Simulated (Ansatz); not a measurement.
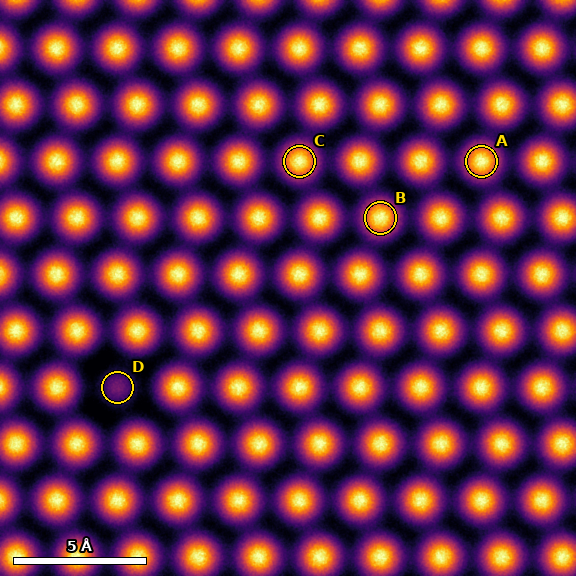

HAADF-like image of Rh (P6_3/mmc, No. 194) along [100]. The image is simulated as a sum over atoms of Z^1.8, blurred by a 1.30 Å probe (no channelling). The probe carries 15 % of its weight in a tail 2.5 times as wide. Shot noise was added.

The sample is 1 repeat (2.7 Å) thick. One point defect was put into the perfect crystal, without relaxing the atoms around it. Brightness is counted from the darkest point of the image. Host structure: the geometry given to an electronic-structure calculation, possibly off equilibrium; the starting structure was generated, so it need not be a known form of this composition.

**Which ringed column holds the defect, and does it scatter more or less than its equals?**

D; it scatters less. The column holds 1 atom (Rh) through the sample, and one Rh atom is replaced by Co, so its peak drops to about 30 % of that of its equals.
